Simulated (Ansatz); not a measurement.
## Geometry relaxation, with input and output: Ge (part 2 of 2)

The same run, continued: Ge (I4₁/amd, 2 atoms in the cell); DFT LDA, scalar-relativistic, plane waves, PAW, no spin polarisation (Ansatz 0.2.0); cutoff 420 eV, 16×16×16 k-mesh, Gaussian smearing of 0.1 eV. The structure derives from a Materials Project entry.

Geometry of the input (Å; fractional positions):
```
-2.5745  2.5745  1.3974
2.5745  -2.5745  1.3974
2.5745  2.5745  -1.3974
Ge 0.2500  0.7500  0.5000
Ge 0.5000  0.5000  0.0000
```

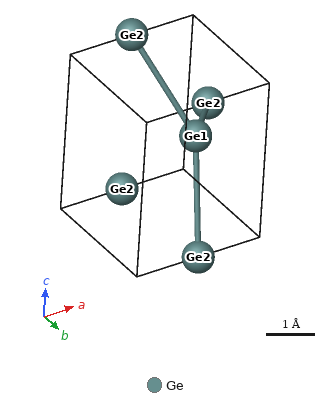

Fig. 1: The geometry at step 2 of the log (ball-and-stick view of the reduced cell, seen at an oblique angle; atoms are numbered from 1 in the order of the input).

Log, continued:
```
SCF iter   1: F=—  HF=-8431.082234 eV  |F-HF|=—  |Δ(HF+E_count)|=         —  Δρ=3.15e-4  dr2=2.30e-5  ethr=7.38e-8  ⟨swp⟩=2.1  Hψ=33002  notcnv=0
preconditioner: auto → Kerker (q_TF=auto, 2.618 Å⁻¹)  [metal: Δε(μ)=0.026 eV  Ē_g=23.722 eV  σ=0.100 eV  W_gap=0.14  n_scr=16 (ndim 8)  ℏωp=32.8 eV  f_vac=0.000  D(μ)=0.62/eV (n_scr^D=4)]
SCF iter   2: F=—  HF=-8431.082235 eV  |F-HF|=—  |Δ(HF+E_count)|=   1.47e-6  Δρ=2.06e-4  dr2=1.02e-5  ethr=7.38e-8  ⟨swp⟩=1.0  Hψ=6282  notcnv=0
SCF iter   3: F=—  HF=-8431.082236 eV  |F-HF|=—  |Δ(HF+E_count)|=   5.27e-7  Δρ=3.03e-5  dr2=2.81e-7  ethr=3.63e-8  ⟨swp⟩=2.0  Hψ=10778  notcnv=0
SCF iter   4: F=-8431.082235 eV  HF=-8431.082235 eV  |F-HF|=2.76e-8  |Δ(HF+E_count)|=   1.44e-7  Δρ=1.31e-5  dr2=7.17e-8  ethr=7.14e-10  ⟨swp⟩=7.0  Hψ=36654  notcnv=0
SCF 3 converged in 4 iterations: F = -8431.082235 eV  dr2 = 7.17e-8
relax step   3: F+E_penalty+E_count = -8431.08223547 eV  Δ(F+E_penalty+E_count) = -7.729e-4 eV  max|allowed force component| = 2.776e-17 eV/Å  Δτ_max = 0.0000 Å  P = -0.044 GPa  Ω = 35.841 Å³  energy of the carried Pulay correction = +2.388e-4 eV  (4 SCF iters, dr2 threshold 2.00e-7 eV, accepted)
Crystal: 2 atoms, lattice volume = 35.827 Å³
iter 1 solved again at ethr=3.03e-9 eV; its pass at ethr=3.10e-3 eV (dr2=8.49e-7 eV) is discarded
SCF iter   1: F=—  HF=-8431.082255 eV  |F-HF|=—  |Δ(HF+E_count)|=         —  Δρ=5.47e-5  dr2=1.20e-6  ethr=3.03e-9  ⟨swp⟩=2.0  Hψ=32937  notcnv=0
preconditioner: auto → Kerker (q_TF=auto, 2.618 Å⁻¹)  [metal: Δε(μ)=0.008 eV  Ē_g=23.719 eV  σ=0.100 eV  W_gap=0.04  n_scr=16 (ndim 8)  ℏωp=32.8 eV  f_vac=0.000  D(μ)=0.62/eV (n_scr^D=4)]
SCF iter   2: F=—  HF=-8431.082255 eV  |F-HF|=—  |Δ(HF+E_count)|=   2.34e-7  Δρ=3.55e-5  dr2=5.12e-7  ethr=3.03e-9  ⟨swp⟩=1.0  Hψ=6282  notcnv=0
SCF iter   3: F=—  HF=-8431.082255 eV  |F-HF|=—  |Δ(HF+E_count)|=   1.70e-7  Δρ=7.20e-6  dr2=1.64e-8  ethr=8.63e-11  ⟨swp⟩=5.0  Hψ=34937  notcnv=0
SCF iter   4: F=-8431.082255 eV  HF=-8431.082255 eV  |F-HF|=3.04e-10  |Δ(HF+E_count)|=   1.73e-8  Δρ=2.49e-6  dr2=1.70e-9  ethr=5.84e-11  ⟨swp⟩=6.0  Hψ=29103  notcnv=0
SCF 4 converged in 4 iterations: F = -8431.082255 eV  dr2 = 1.70e-9
relax step   4: F+E_penalty+E_count = -8431.08225465 eV  Δ(F+E_penalty+E_count) = -1.918e-5 eV  max|allowed force component| = 2.082e-17 eV/Å  Δτ_max = 0.0000 Å  P = -0.009 GPa  Ω = 35.827 Å³  energy of the carried Pulay correction = +2.410e-4 eV  (4 SCF iters, dr2 threshold 2.42e-8 eV, accepted)
Initial wavefunctions: pseudopotential atomic-orbital guess (no wavefunctions were taken with the density)
iter 1 solved again at ethr=1.17e-8 eV; its pass at ethr=3.10e-3 eV (dr2=3.29e-6 eV) is discarded
SCF iter   1: F=—  HF=-8431.081997 eV  |F-HF|=—  |Δ(HF+E_count)|=         —  Δρ=2.01e-5  dr2=3.52e-8  ethr=1.17e-8  ⟨swp⟩=3.0  Hψ=41992  notcnv=0
preconditioner: auto → Kerker (q_TF=auto, 2.618 Å⁻¹)  [metal: Δε(μ)=0.008 eV  Ē_g=23.720 eV  σ=0.100 eV  W_gap=0.04  n_scr=16 (ndim 8)  ℏωp=32.8 eV  f_vac=0.000  D(μ)=0.62/eV (n_scr^D=4)]
SCF iter   2: F=—  HF=-8431.081997 eV  |F-HF|=—  |Δ(HF+E_count)|=   3.56e-7  Δρ=2.24e-5  dr2=8.33e-8  ethr=1.26e-10  ⟨swp⟩=2.0  Hψ=11180  notcnv=0
SCF iter   3: F=—  HF=-8431.081997 eV  |F-HF|=—  |Δ(HF+E_count)|=   4.00e-9  Δρ=9.34e-6  dr2=1.70e-8  ethr=1.26e-10  ⟨swp⟩=2.3  Hψ=11287  notcnv=0
SCF iter   4: F=—  HF=-8431.081997 eV  |F-HF|=—  |Δ(HF+E_count)|=   1.13e-8  Δρ=1.37e-6  dr2=7.17e-10  ethr=6.08e-11  ⟨swp⟩=2.0  Hψ=11173  notcnv=0
SCF iter   5: F=—  HF=-8431.081997 eV  |F-HF|=—  |Δ(HF+E_count)|=  2.62e-10  Δρ=2.40e-7  dr2=2.20e-11  ethr=2.56e-12  ⟨swp⟩=2.0  Hψ=11174  notcnv=0
SCF iter   6: F=-8431.081997 eV  HF=-8431.081997 eV  |F-HF|=3.64e-12  |Δ(HF+E_count)|=  9.09e-12  Δρ=4.89e-8  dr2=8.85e-13  ethr=1.00e-12  ⟨swp⟩=5.0  Hψ=23715  notcnv=0
SCF 5 converged in 6 iterations: F = -8431.081997 eV  dr2 = 8.85e-13
relax step   5: F+E_penalty+E_count = -8431.08199654 eV  Δ(F+E_penalty+E_count) = +2.581e-4 eV  max|allowed force component| = 6.939e-18 eV/Å  Δτ_max = 0.0000 Å  P = -0.004 GPa  Ω = 35.827 Å³  stress off target by 3.55e-2 GPa  SCF on the basis re-selected at this cell (its energy is not comparable with the rows above)  (6 SCF iters)
basis re-selected at this cell: Δ(F+E_penalty+E_count) = +2.581e-4 eV, ΔP = +0.005 GPa vs the last step (what re-selecting the basis moved, of the pressure what is left beyond the Pulay correction that the steps carried, after the strain that the cell walked since its last selection, with what the two solves' SCF thresholds leave and, on support functions, any second-order correction that the steps lacked; it is no measure of the basis error at this ecutwfc). This SCF's stress stands 3.55e-2 GPa from its target on what of the cell is left free (relax.cell.stress_tol is 5.00e-2 GPa) and its largest allowed force component is 6.94e-18 eV/Å (relax.f_tol is 5.00e-3 eV/Å): within both
SCF converged after 6 iterations
Free energy (F): -8431.081997 eV
Harris-Foulkes:  -8431.081997 eV  (|F-HF|=3.64e-12)
Internal energy: -8431.078877 eV  (E = F + TS)
E sigma→0 (E₀):  -8431.080437 eV
Entropy (-TS):   -0.003119 eV (-1.560 meV/atom)
Fermi energy:    11.389179 eV
--- Per-component energies (eV) ---
  E_band       = -219.404441
  E_kinetic    = 224.219944
  E_local      = -4245.629324  (includes V_loc(G=0)·N_el)
  E_nonlocal   = 839.292980
  E_hartree    = 1860.314829
  E_xc         = -151.629916
  E_vxc        = -131.715797  (∫ρ·V_xc dr)
  E_paw        = -3878.412471  (= ΣΔE_a)
  E_vpaw       = -626.202578  (= ΣTr[D̂ρ^β])
  E_aug_tail   = 0.000653  (compensation charges beyond the density's cutoff)
  E_ewald      = -3083.052225
  E_core_change = 3.816652  (= ΣΔE_core)
  E_smearing   = -0.003119  (= −TS)
  E_closure    = -0.000000  (closes the sum)
  Σ components = -8431.081997   (vs F -8431.081997, Δ=0.00e0)
--- Forces (eV/Å), atoms counted from 1 ---
  atom   1  Ge     0.00000000     0.00000000     0.00000000
  atom   2  Ge     0.00000000     0.00000000     0.00000000
  max |Σ_I F_I| component: 4.16e-17 eV/Å
--- Stress (GPa, compression-positive) ---
       -0.023427       0.000000      -0.000000
        0.000000      -0.023427      -0.000000
        0.000000       0.000000       0.035486
  P = ⅓ Tr σ = -0.0038 GPa (-0.038 kbar)
--- Band table (eV; the first three rows and the last of 349) ---
  k-point 0: bands = ["-13.4789", "-13.4259", "-13.3971", "-13.3913", "-13.2774", "-13.2774", "-13.2702", "-13.2702", "-13.2019", "-13.1294", "-2.2296", "7.3487", "8.9721", "8.9721", "14.6875", "19.1509", "19.1509", "19.6393"]
  k-point 1: bands = ["-13.4766", "-13.4264", "-13.3950", "-13.3927", "-13.2784", "-13.2761", "-13.2696", "-13.2694", "-13.2033", "-13.1318", "-2.1853", "6.8659", "9.0209", "9.3484", "14.9196", "18.5512", "18.9027", "19.7929"]
  k-point 2: bands = ["-13.4698", "-13.4277", "-13.3967", "-13.3887", "-13.2815", "-13.2727", "-13.2678", "-13.2668", "-13.2075", "-13.1389", "-2.0522", "5.9539", "9.1670", "9.9625", "15.5936", "17.5880", "18.2732", "19.6681"]
  k-point 348: bands = ["-13.4331", "-13.4331", "-13.2976", "-13.2976", "-13.2810", "-13.2810", "-13.2748", "-13.2748", "-13.2666", "-13.2666", "2.3603", "2.3603", "5.2897", "5.2897", "17.5743", "17.5743", "22.6888", "22.6888"]
--- Relaxed structure (4 steps of the walk, 4 accepted, 1 SCFs on fresh bases) ---
  F+E_penalty+E_count = -8431.08199654 eV   max|allowed force component| = 6.939e-18 eV/Å   (the final SCF, on the basis selected at the relaxed cell)
  cell:  # Å, volume = 35.8274 Å³
    - [-2.542915458641186, 2.542915458641186, 1.385132294316673]
    - [2.542915458641186, -2.542915458641186, 1.385132294316673]
    - [2.542915458641186, 2.542915458641186, -1.385132294316673]
  atoms:
    - { symbol: Ge, position: [0.25, 0.75, 0.5] }
    - { symbol: Ge, position: [0.5, 0.5, -1.384099191259507e-35] }
```

Trajectory as extended XYZ (Å, eV, eV/Å), 5 frames, from step=1 to step=5:
```
2
Lattice="-2.5745 2.5745 1.3974 2.5745 -2.5745 1.3974 2.5745 2.5745 -1.3974" Properties=species:S:1:pos:R:3:forces:R:3 step=1 energy=-8431.07145 pressure_GPa=-2.63
Ge    2.5745    0.0000    0.6987    0.0000   0.0000   0.0000
Ge    0.0000    0.0000    1.3974    0.0000   0.0000   0.0000
2
Lattice="-2.5378 2.5378 1.3780 2.5378 -2.5378 1.3780 2.5378 2.5378 -1.3780" Properties=species:S:1:pos:R:3:forces:R:3 step=2 energy=-8431.08146 pressure_GPa=0.76
Ge    2.5378    0.0000    0.6890    0.0000   0.0000   0.0000
Ge    0.0000    0.0000    1.3780    0.0000   0.0000   0.0000
2
Lattice="-2.5440 2.5440 1.3845 2.5440 -2.5440 1.3845 2.5440 2.5440 -1.3845" Properties=species:S:1:pos:R:3:forces:R:3 step=3 energy=-8431.08223 pressure_GPa=-0.04
Ge    2.5440    0.0000    0.6922    0.0000   0.0000   0.0000
Ge    0.0000    0.0000    1.3845    0.0000   0.0000   0.0000
2
Lattice="-2.5429 2.5429 1.3851 2.5429 -2.5429 1.3851 2.5429 2.5429 -1.3851" Properties=species:S:1:pos:R:3:forces:R:3 step=4 energy=-8431.08225 pressure_GPa=-0.01
Ge    2.5429    0.0000    0.6926    0.0000   0.0000   0.0000
Ge    0.0000    0.0000    1.3851    0.0000   0.0000   0.0000
2
Lattice="-2.5429 2.5429 1.3851 2.5429 -2.5429 1.3851 2.5429 2.5429 -1.3851" Properties=species:S:1:pos:R:3:forces:R:3 step=5 energy=-8431.08200 pressure_GPa=-0.00
Ge    2.5429    0.0000    0.6926    0.0000   0.0000   0.0000
Ge    0.0000    0.0000    1.3851    0.0000   0.0000   0.0000
```

Summary:

| quantity | value |
| --- | --- |
| outcome | converged |
| space group (tolerance 0.01 Å) | I4₁/amd (141) |
| electrons treated | 28 |
| free energy | −8431.0820 eV |
| Fermi energy | 11.389 eV |
| gap on the k-point mesh | none (metallic) |
| pressure | 0.00 GPa |
| final volume | 35.83 Å³ |
| largest force (length of the vector) at the end | under 0.001 eV/Å |
| final cell | a = 3.854 Å, b = 3.854 Å, c = 3.854 Å, α = 97.42°, β = 97.42°, γ = 137.87° |
| hardware | 2 threads of Arm Neoverse V1, 24 GiB of memory available, shared host |
| wall time | 36 s (CPU time 71 s) |
| peak memory | 0.48 GiB |
